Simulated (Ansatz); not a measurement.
Consider this structure.

```
Ga As
1.0
     7.04616    0.00000    0.00000
     0.00000    7.04616    0.00000
     0.00000    0.00000    7.04616
Ga As
8 8
Direct
  0.34101 0.34101 0.34101
  0.15899 0.65899 0.84101
  0.84101 0.15899 0.65899
  0.65899 0.84101 0.15899
  0.65899 0.65899 0.65899
  0.84101 0.34101 0.15899
  0.15899 0.84101 0.34101
  0.34101 0.15899 0.84101
  0.14032 0.14032 0.14032
  0.35968 0.85968 0.64032
  0.64032 0.35968 0.85968
  0.85968 0.64032 0.35968
  0.85968 0.85968 0.85968
  0.64032 0.14032 0.35968
  0.35968 0.64032 0.14032
  0.14032 0.35968 0.64032
```

Before looking at a picture, describe the arrangement of atoms.

Formula: GaAs. Its lattice is primitive cubic, its space group Pa-3 (No. 205). In the cell are 8 Ga, 8 As, which makes 8 formula units. The polyhedra are GaAs4 tetrahedra; they share corners. Ga is coordinated by four As in a distorted tetrahedral arrangement at 2.45 to 2.54 Å. Each As atom has four Ga in a distorted tetrahedral arrangement at 2.45 to 2.54 Å around it. The bonds build a three-dimensional framework.

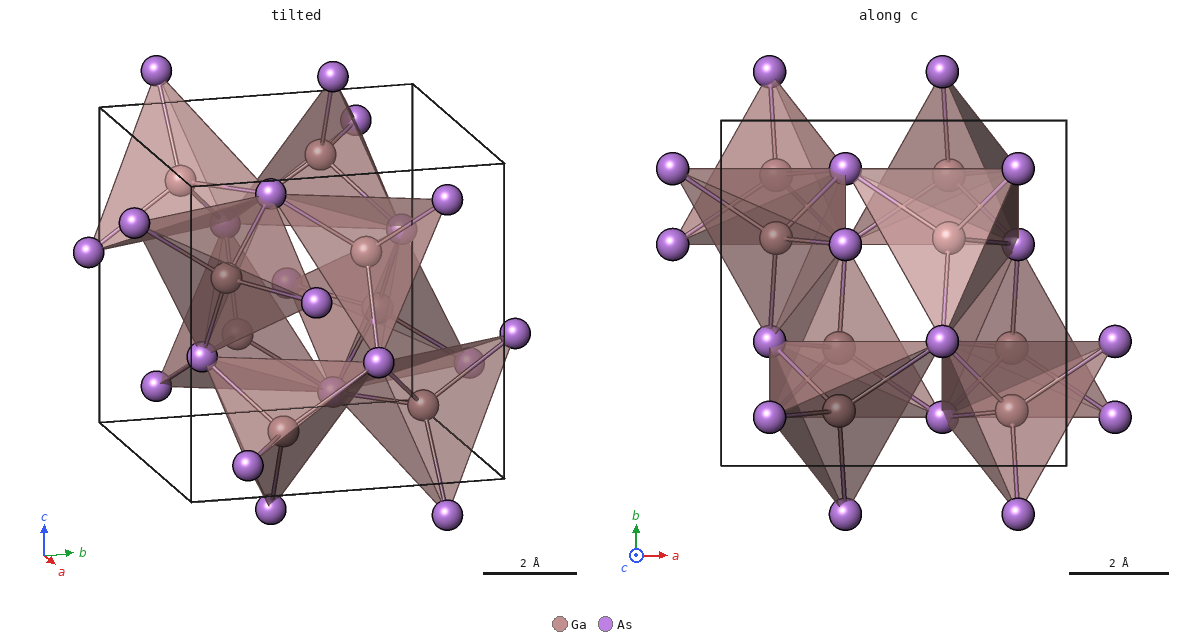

Shown here is a polyhedral view of the crystal, taken slightly off an axis and along the c axis. The parallelepiped is the conventional unit cell. Some neighbours outside the box are added. Colours: gallium pink, arsenic purple.

The model was built from a structure listed in the Materials Project. The geometry was optimised with Ansatz 0.2.0, DFT PBE, scalar-relativistic, plane waves, PAW.
